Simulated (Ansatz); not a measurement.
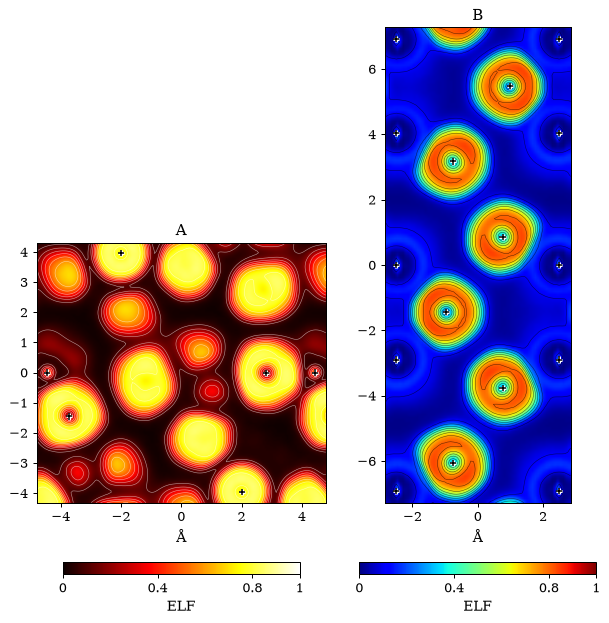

The electron localisation function of 2 systems, each on a plane through atoms (crosses mark nuclei in the plane).

Theory: DFT, r2SCAN, plane waves, PAW in Ansatz 0.2.0.

System 1: HfSiO4, the (111) plane of the conventional cell. Space group I4₁/amd; a structure from a database of computed crystals, not necessarily the ambient phase; started from the database structure prototype, which need not be the ambient phase.

System 2: Ga2O3, the (100) plane of the conventional cell. Space group R-3c; a structure from a database of computed crystals, not necessarily the ambient phase; started from the database structure prototype, which need not be the ambient phase; changed on purpose from its base cell (uniaxial z strain +3.0%); computed pressure about −6 GPa in this cell.

```cif
data_structure
_symmetry_space_group_name_H-M 'P 1'
_symmetry_Int_Tables_number 1
_cell_length_a 4.9845
_cell_length_b 4.9845
_cell_length_c 13.8452
_cell_angle_alpha 90.000
_cell_angle_beta 90.000
_cell_angle_gamma 120.000
_cell_volume 297.90
loop_
_atom_site_label
_atom_site_type_symbol
_atom_site_fract_x
_atom_site_fract_y
_atom_site_fract_z
_atom_site_occupancy
Ga1 Ga 0.33333 0.66667 0.02107 1
Ga2 Ga 0.00000 0.00000 0.35441 1
Ga3 Ga 0.66667 0.33333 0.68774 1
Ga4 Ga 0.00000 0.00000 0.14559 1
Ga5 Ga 0.66667 0.33333 0.47893 1
Ga6 Ga 0.33333 0.66667 0.81226 1
Ga7 Ga 0.33333 0.66667 0.31226 1
Ga8 Ga 0.00000 0.00000 0.64559 1
Ga9 Ga 0.66667 0.33333 0.97893 1
Ga10 Ga 0.66667 0.33333 0.18774 1
Ga11 Ga 0.33333 0.66667 0.52107 1
Ga12 Ga 0.00000 0.00000 0.85441 1
O1 O 0.00000 0.69591 0.25000 1
O2 O 0.66667 0.02924 0.58333 1
O3 O 0.33333 0.36257 0.91667 1
O4 O 0.69591 0.00000 0.25000 1
O5 O 0.36257 0.33333 0.58333 1
O6 O 0.02924 0.66667 0.91667 1
O7 O 0.30409 0.30409 0.25000 1
O8 O 0.97076 0.63743 0.58333 1
O9 O 0.63743 0.97076 0.91667 1
O10 O 0.66667 0.63743 0.08333 1
O11 O 0.33333 0.97076 0.41667 1
O12 O 0.00000 0.30409 0.75000 1
O13 O 0.36257 0.02924 0.08333 1
O14 O 0.02924 0.36257 0.41667 1
O15 O 0.69591 0.69591 0.75000 1
O16 O 0.97076 0.33333 0.08333 1
O17 O 0.63743 0.66667 0.41667 1
O18 O 0.30409 0.00000 0.75000 1
```

Which map belongs to which system?

Panel A is system 1, HfSiO4: the plane holds Hf, Si and O. Si–O (1.62 Å): the ELF peaks at about 0.85 between the atoms, as expected for a short, strongly polar bond. Panel B is system 2, Ga2O3: the plane holds Ga and O. Ga–O (1.94 Å): the ELF peaks at about 0.85 in the valence shell of O, 0.6 Å from its nucleus, and is about 0.35 at the midpoint.
